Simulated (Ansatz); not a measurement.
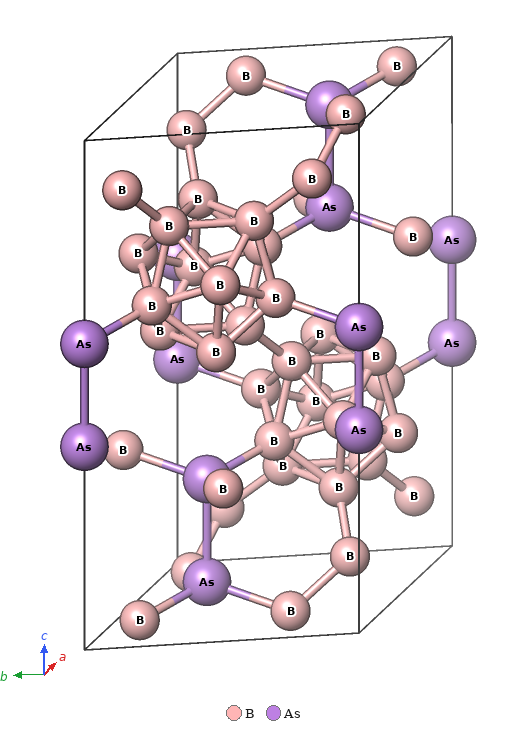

The figure gives a ball-and-stick picture of the atoms, viewed from a general direction. Thin lines show the conventional unit cell, with boundary atoms drawn in all their periodic places.

B$_{6}$As, space group R-3m (No. 166), a = 6.08 Å, b = 6.08 Å, c = 11.75 Å, α = 90.00°, β = 90.00°, γ = 120.00°.

The numbers come from DFT LDA, scalar-relativistic, plane waves, PAW (Ansatz), using a plane-wave cutoff of 420 eV, k-points about 0.22 Å⁻¹ apart, no spin polarisation.

Question: Does it come out as a metal, or with a gap?

Answer: A semiconductor at this level, with a gap of 2.66 eV on the k-mesh (the true edges may lie between mesh points, so the gap can be somewhat smaller).

Question: Under what pressure is the structure?

Answer: The computed pressure is 0.0 GPa, close to zero.

It goes back to a structure listed in the Materials Project. Earlier steps of the study, as a rule a relaxation of our own, may have changed the cell and positions, so they can lie some per cent off the listed ones. It was run through Ansatz as a DFT input.
